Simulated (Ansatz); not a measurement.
# What a change does: single-point calculation on TaN

System: TaN (Amm2, 2 atoms in the cell).
Method of run A: DFT r2SCAN, scalar-relativistic, plane waves, PAW, no spin polarisation (Ansatz 0.2.0).

The structure derives from an entry of the Crystallography Open Database. Text and figures count atoms from 1; the logs count them from 0 in places.

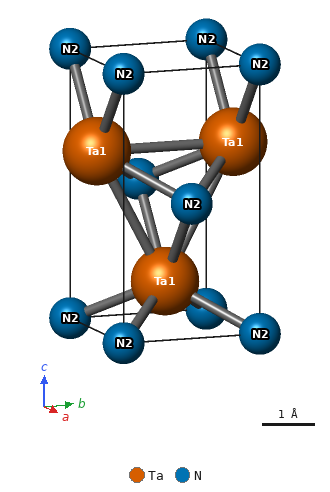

The structure as given in the input (ball-and-stick view of the cell 2 times as large as that of the calculation, set on its symmetry axes, seen slightly off an axis; atoms are numbered from 1 in the order of the input). An atom can appear more than once, as a periodic image. Near neighbours in the periodic cell (some may lie outside the picture): Ta has 6 N at 2.20 to 2.28 Å and 8 Ta at 2.82 to 3.00 Å; N has 6 Ta at 2.20 to 2.28 Å.

**Input, run A**
```yaml
crystal:
  lattice:
    - [2.8204789041, 0.0, 0.0]
    - [-1.410239452, 2.6461569136, 0.0]
    - [0.0, 0.0, 2.883]
  atoms:
    - { symbol: Ta, position: [0.3333333333, 0.6666666667, 0.5] }
    - { symbol: "N", position: [0.0, 0.0, 0.0] }
basis:
  ecutwfc: 500
kpoints:
  mp_grid: { grid: [18, 18, 16] }
hamiltonian:
  xc: r2scan
scf:
  occupations: { method: gaussian, width: 0.15 }
output:
  forces: true
  stress: true
  eigenvalues: true
```

Launched with:
```bash
ansatz run input.yaml --threads 1 --pin off --max-ram 2560MiB --backend cpu --events-out ev --progress --plain --runs-dir out
```

Hardware: 1 thread of AMD EPYC (Zen 5), 32 GiB of memory available, shared host.

**Output, shortened to warnings, some set-up lines, iterations and results (run A)**
```
Basis set: ecut = 500 eV, 555 PW (Γ), exchange–correlation on 96×96×96 points (64 copies of the dense FFT grid, shifted against one another)
Symmetry: 4 space group operations
k-points: 819 of 5184 (time reversal used)
Initial density: superposition of atomic densities (neutral atoms: chi_scale 0, normalization atom), corrected by the library's trained network
[...]
SCF iter   1: F=—  HF=-10331.591867 eV  |F-HF|=—  |Δ(HF+E_count)|=         —  Δρ=1.13e-2  dr2=9.80e-3  dr2_τ=1.22e-1  ethr=1.77e-3  ⟨swp⟩=5.6  Hψ=56048  notcnv=0
SCF iter   2: F=—  HF=-10331.691608 eV  |F-HF|=—  |Δ(HF+E_count)|=   9.97e-2  Δρ=8.70e-3  dr2=8.84e-3  dr2_τ=6.29e-4  ethr=5.44e-5  ⟨swp⟩=2.0  Hψ=25099  notcnv=0
SCF iter   3: F=—  HF=-10331.695701 eV  |F-HF|=—  |Δ(HF+E_count)|=   4.09e-3  Δρ=4.70e-3  dr2=3.69e-3  dr2_τ=5.36e-4  ethr=4.91e-5  ⟨swp⟩=2.0  Hψ=14679  notcnv=0
SCF iter   4: F=—  HF=-10331.695449 eV  |F-HF|=—  |Δ(HF+E_count)|=   2.52e-4  Δρ=2.52e-3  dr2=1.37e-3  dr2_τ=9.22e-5  ethr=2.05e-5  ⟨swp⟩=1.9  Hψ=13183  notcnv=0
SCF iter   5: F=—  HF=-10331.695256 eV  |F-HF|=—  |Δ(HF+E_count)|=   1.94e-4  Δρ=5.88e-4  dr2=7.17e-5  dr2_τ=4.84e-6  ethr=7.63e-6  ⟨swp⟩=2.4  Hψ=13674  notcnv=0
SCF iter   6: F=—  HF=-10331.695248 eV  |F-HF|=—  |Δ(HF+E_count)|=   7.69e-6  Δρ=3.04e-5  dr2=1.42e-7  dr2_τ=2.55e-8  ethr=3.99e-7  ⟨swp⟩=2.1  Hψ=14338  notcnv=0
SCF iter   7: F=-10331.695248 eV  HF=-10331.695248 eV  |F-HF|=2.65e-9  |Δ(HF+E_count)|=   8.62e-8  Δρ=6.65e-6  dr2=3.43e-9  dr2_τ=1.14e-9  ethr=5.56e-10  ⟨swp⟩=6.2  Hψ=52161  …
SCF 1 converged in 7 iterations: F = -10331.695248 eV  dr2 = 3.43e-9
SCF converged after 7 iterations
Free energy (F): -10331.695248 eV
Harris-Foulkes:  -10331.695248 eV  (|F-HF|=2.65e-9)
Internal energy: -10331.694703 eV  (E = F + TS)
E sigma→0 (E₀):  -10331.694975 eV
Entropy (-TS):   -0.000545 eV (-0.272 meV/atom)
Fermi energy:    20.093422 eV
--- Per-component energies (eV) ---
  E_band       = -67.541772
  E_kinetic    = 501.671939
  E_local      = -604.447576  (includes V_loc(G=0)·N_el)
  E_nonlocal   = 59.558775
  E_hartree    = 204.569920
  E_xc         = -265.895668
  E_vxc        = -308.639495  (∫ρ·V_xc dr)
  E_paw        = -8552.224365  (= ΣΔE_a)
  E_vpaw       = -140.666291  (= ΣTr[D̂ρ^β])
  E_aug_tail   = 0.000086  (compensation charges beyond the density's cutoff)
  E_vtau       = 15.840997  (kinetic-family band-sum trace: ∫τ·v_τ [+ j·A + Jᵃ·Aᵃ] dr)
  E_ewald      = -1674.141969
  E_core_change = -0.785845  (= ΣΔE_core)
  E_smearing   = -0.000545  (= −TS)
  E_closure    = 0.000000  (closes the sum)
  Σ components = -10331.695248   (vs F -10331.695248, Δ=0.00e0)
--- Forces (eV/Å), atoms counted from 1 ---
  atom   1  Ta    -0.00000000    -0.06909030    -0.00000000
  atom   2  N      0.00000000     0.06911945     0.00000000
  max |Σ_I F_I| component: 2.91e-5 eV/Å
--- Stress (GPa, compression-positive) ---
       22.969755      -0.000000      -0.000000
       -0.000000     -19.111354      -0.000000
       -0.000000      -0.000000       0.978956
  P = ⅓ Tr σ = 1.6125 GPa (16.125 kbar)
```

For run B the input was changed thus:
```diff
-    - [2.8204789041, 0.0, 0.0]
-    - [-1.410239452, 2.6461569136, 0.0]
+    - [2.9086188698, 0.0, 0.0]
+    - [-1.4543094349, 2.5698254642, 0.0]
```

How does run B compare with run A?

With the same functional and potentials, run B lies 51.4 meV per atom lower. The pressure goes from 1.61 to −0.13 GPa. The largest force goes from 0.069 to 0.024 eV/Å. The number of SCF iterations is the same. The plane waves at Γ go from 555 to 551.

**Output, shortened to warnings, some set-up lines, iterations and results (run B)**
```
Basis set: ecut = 500 eV, 551 PW (Γ), exchange–correlation on 96×96×96 points (64 copies of the dense FFT grid, shifted against one another)
Symmetry: 4 space group operations
k-points: 819 of 5184 (time reversal used)
Initial density: superposition of atomic densities (neutral atoms: chi_scale 0, normalization atom), corrected by the library's trained network
[...]
SCF iter   1: F=—  HF=-10331.695346 eV  |F-HF|=—  |Δ(HF+E_count)|=         —  Δρ=1.11e-2  dr2=9.17e-3  dr2_τ=1.21e-1  ethr=1.77e-3  ⟨swp⟩=5.6  Hψ=56114  notcnv=0
SCF iter   2: F=—  HF=-10331.794437 eV  |F-HF|=—  |Δ(HF+E_count)|=   9.91e-2  Δρ=8.58e-3  dr2=8.56e-3  dr2_τ=6.15e-4  ethr=5.10e-5  ⟨swp⟩=2.0  Hψ=25443  notcnv=0
SCF iter   3: F=—  HF=-10331.798378 eV  |F-HF|=—  |Δ(HF+E_count)|=   3.94e-3  Δρ=4.59e-3  dr2=3.43e-3  dr2_τ=5.03e-4  ethr=4.76e-5  ⟨swp⟩=2.0  Hψ=14696  notcnv=0
SCF iter   4: F=—  HF=-10331.798223 eV  |F-HF|=—  |Δ(HF+E_count)|=   1.56e-4  Δρ=2.69e-3  dr2=1.57e-3  dr2_τ=1.02e-4  ethr=1.90e-5  ⟨swp⟩=1.9  Hψ=13337  notcnv=0
SCF iter   5: F=—  HF=-10331.798000 eV  |F-HF|=—  |Δ(HF+E_count)|=   2.22e-4  Δρ=4.53e-4  dr2=4.22e-5  dr2_τ=2.98e-6  ethr=8.73e-6  ⟨swp⟩=2.1  Hψ=13081  notcnv=0
SCF iter   6: F=—  HF=-10331.797999 eV  |F-HF|=—  |Δ(HF+E_count)|=   1.67e-6  Δρ=3.18e-5  dr2=1.89e-7  dr2_τ=2.73e-8  ethr=2.34e-7  ⟨swp⟩=2.0  Hψ=14516  notcnv=0
SCF iter   7: F=-10331.797999 eV  HF=-10331.797999 eV  |F-HF|=7.77e-10  |Δ(HF+E_count)|=   4.50e-8  Δρ=1.18e-5  dr2=2.19e-8  dr2_τ=1.52e-9  ethr=5.56e-10  ⟨swp⟩=6.1  Hψ=51328 …
SCF 1 converged in 7 iterations: F = -10331.797999 eV  dr2 = 2.19e-8
SCF converged after 7 iterations
Free energy (F): -10331.797999 eV
Harris-Foulkes:  -10331.797999 eV  (|F-HF|=7.77e-10)
Internal energy: -10331.797544 eV  (E = F + TS)
E sigma→0 (E₀):  -10331.797771 eV
Entropy (-TS):   -0.000455 eV (-0.227 meV/atom)
Fermi energy:    20.197194 eV
--- Per-component energies (eV) ---
  E_band       = -68.229201
  E_kinetic    = 501.358946
  E_local      = -603.829446  (includes V_loc(G=0)·N_el)
  E_nonlocal   = 59.438389
  E_hartree    = 204.059166
  E_xc         = -265.836578
  E_vxc        = -308.540935  (∫ρ·V_xc dr)
  E_paw        = -8552.168220  (= ΣΔE_a)
  E_vpaw       = -140.601904  (= ΣTr[D̂ρ^β])
  E_aug_tail   = 0.000084  (compensation charges beyond the density's cutoff)
  E_vtau       = 15.826406  (kinetic-family band-sum trace: ∫τ·v_τ [+ j·A + Jᵃ·Aᵃ] dr)
  E_ewald      = -1674.034041
  E_core_change = -0.785845  (= ΣΔE_core)
  E_smearing   = -0.000455  (= −TS)
  E_closure    = 0.000000  (closes the sum)
  Σ components = -10331.797999   (vs F -10331.797999, Δ=0.00e0)
--- Forces (eV/Å), atoms counted from 1 ---
  atom   1  Ta     0.00000000    -0.02379691     0.00000000
  atom   2  N      0.00000000     0.02380032     0.00000000
  max |Σ_I F_I| component: 3.41e-6 eV/Å
--- Stress (GPa, compression-positive) ---
        4.414276       0.000000      -0.000000
        0.000000      -5.105372      -0.000000
       -0.000000      -0.000000       0.308684
  P = ⅓ Tr σ = -0.1275 GPa (-1.275 kbar)
```

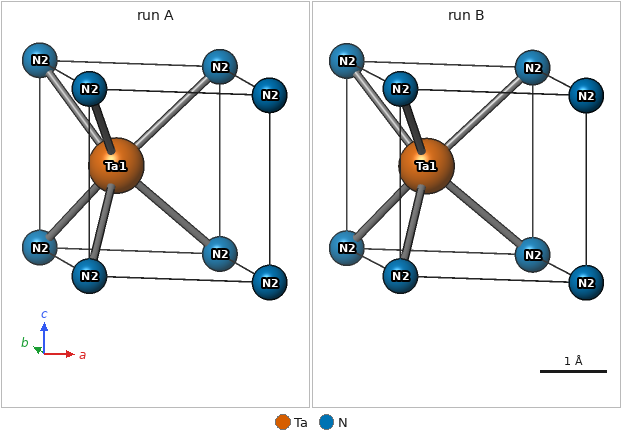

The two input geometries at one scale (ball-and-stick view of the cell of the calculation, seen slightly off an axis). No atom moves by more than 0.005 Å relative to the cell. The volume changes by +0.2 %, with a 2.820 → 2.909 Å (+3.1 %), b 2.998 → 2.953 Å (−1.5 %), c stays at 2.883 Å, γ 118.1° → 119.5°. Among the contacts that change: Ta1–Ta1 2.820 → 2.909 Å, Ta1–N2 2.278 → 2.239 Å.

**The two runs side by side**

```tsv
quantity	run A	run B
outcome	converged	converged
free energy per atom (eV)	−5165.8476	−5165.8990
gap on the mesh (eV)	0.00	0.00
pressure (GPa)	1.61	−0.13
volume per atom (Å³)	10.76	10.77
largest force (eV/Å)	0.069	0.024
SCF iterations	7	7
irreducible k-points	819	819
plane waves at Γ	555	551
wall time (shared host)	16 s	16 s
```

For both runs: Spin–orbit coupling is left out, which matters for Ta.
